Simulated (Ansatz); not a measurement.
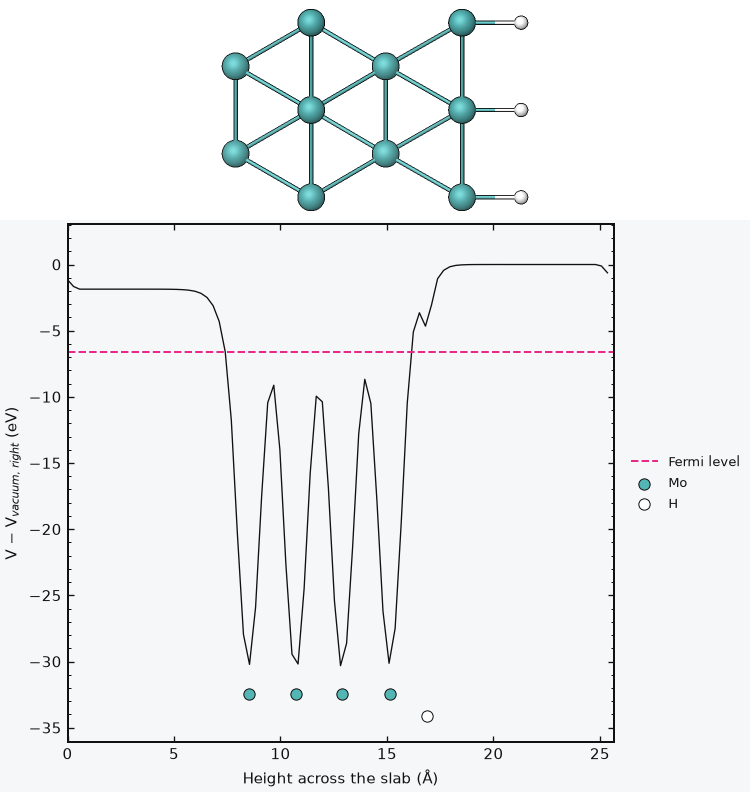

Plane-averaged electrostatic potential energy of an electron across the slab; circles at the bottom mark the heights of the atoms (positions after relaxation). The structure is drawn too.

System: a (110) slab cut from Mo (Im-3m), of composition Mo₄H (not the bulk's), ended by Mo planes, 5 atoms in the cell. Starting structure of the relaxation:

```xyz
5
Lattice="2.7101 0.0000 0.0000 -0.9034 2.5551 0.0000 0.0000 0.0000 25.6383" Properties=species:S:1:pos:R:3 pbc="T T T"
Mo    0.9034    1.2775    8.5000
Mo    0.0000    0.0000   10.7128
Mo    0.9034    1.2775   12.9261
Mo    0.0000    0.0000   15.0422
H     0.0000    0.0000   16.9022
```

Method: DFT PBEsol, scalar-relativistic, plane waves, PAW, no spin polarisation, 11×11×1 k mesh, 420 eV cutoff (Ansatz 0.2.0).

**Read off the work function of each face.**

The work function is 6.61 eV at the right face and 4.75 eV at the left.

**How thick are slab and vacuum?**

The outermost atoms are 8.4 Å apart, which leaves 17.3 Å of vacuum in a cell 25.6 Å high.

**Do the two faces differ, and what does that say about the slab's dipole?**

The vacuum level is 1.86 eV higher at the right than at the left, so the slab carries a dipole along its normal; the ramp in the vacuum, at or near the edge of the plot, is the dipole correction that keeps each side flat. Some atoms were held fixed in the relaxation, which can itself make the faces differ.
